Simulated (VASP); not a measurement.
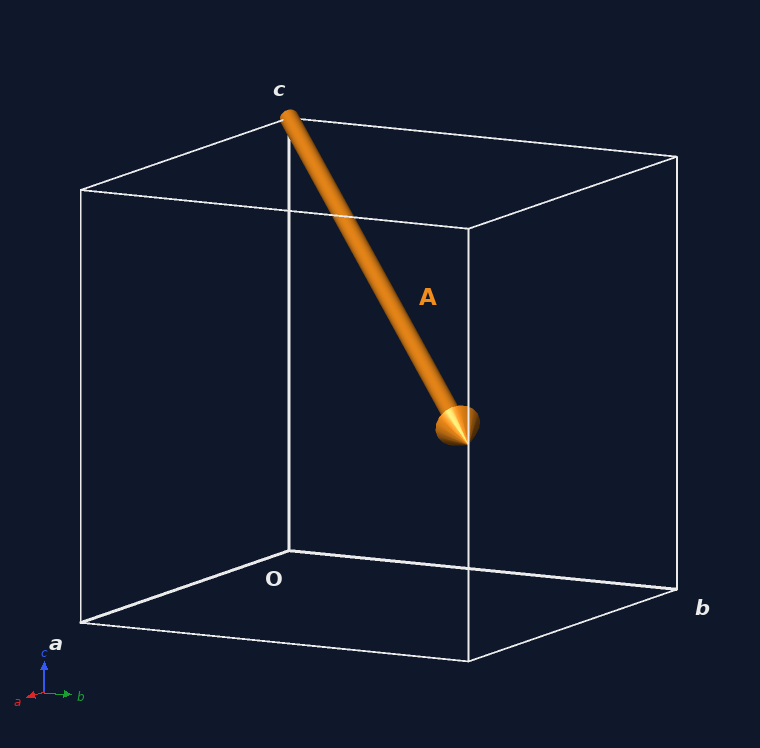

For KCl, a cell listed in the Materials Project, as set up for an electronic-structure calculation: the arrow starts at a corner of the unit cell and ends on its surface; where a tip isn't a corner, dashed lines run from it parallel to the axes. Geometry calculated from the standardised cell; symmetry tolerance 0.002 Å.

a = 3.839 Å, b = 3.839 Å, c = 3.839 Å, α = 90.00°, β = 90.00°, γ = 90.00°.

> Give [uvw] of the arrow.

Arrow A runs from (0, 0, 1) to (1, 1, 1/2), so [2 2 −1].

> How long is the vector ua + vb + wc?

11.518 Å.
